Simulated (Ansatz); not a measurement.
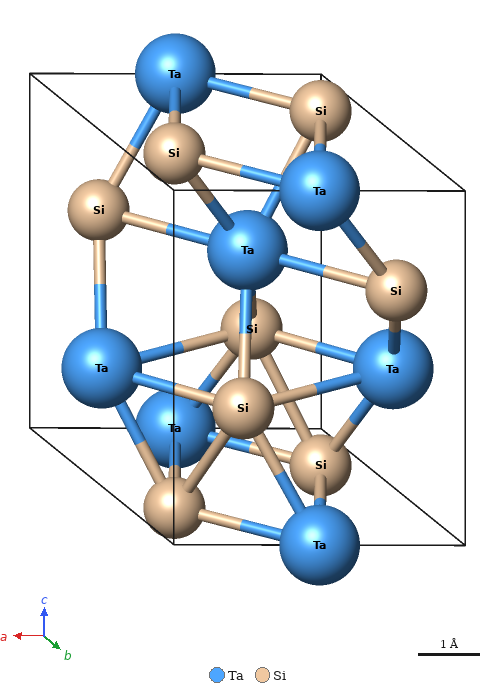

Reference structure: a crystal of TaSi2 (set up in P6_422). A ball-and-stick model of the cell of the calculation, seen from a free direction.

Computed with DFT r2SCAN, scalar-relativistic, plane waves, PAW (Ansatz). Set-up: plane-wave cutoff 500 eV; k-point mesh 12 × 12 × 6; occupations gaussian; smearing width 0.1 eV; no spin polarisation.

Change: The crystal is put under a hydrostatic pressure of 10 GPa. Cell and atoms are relaxed at that pressure.

**What is the effect?**

It costs 19.7 meV per atom. The pressure goes from 0.0 to 10.0 GPa. It is metallic before and after. The volume changes by −4.6 %, with a = b 4.780 → 4.697 Å (−1.7 %), c 6.555 → 6.478 Å (−1.2 %). No atom moves by more than 0.005 Å relative to the cell. Some distances before and after: Si–Ta 2.829 → 2.778 Å, Si–Ta 2.726 → 2.680 Å, Si–Si 2.621 → 2.580 Å, Si–Ta 2.604 → 2.568 Å. The space group stays P6_422 (No. 181).

The changed structure in the same view:

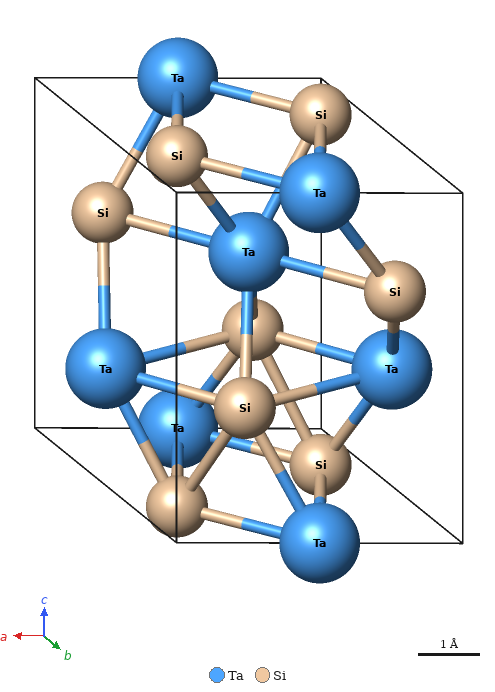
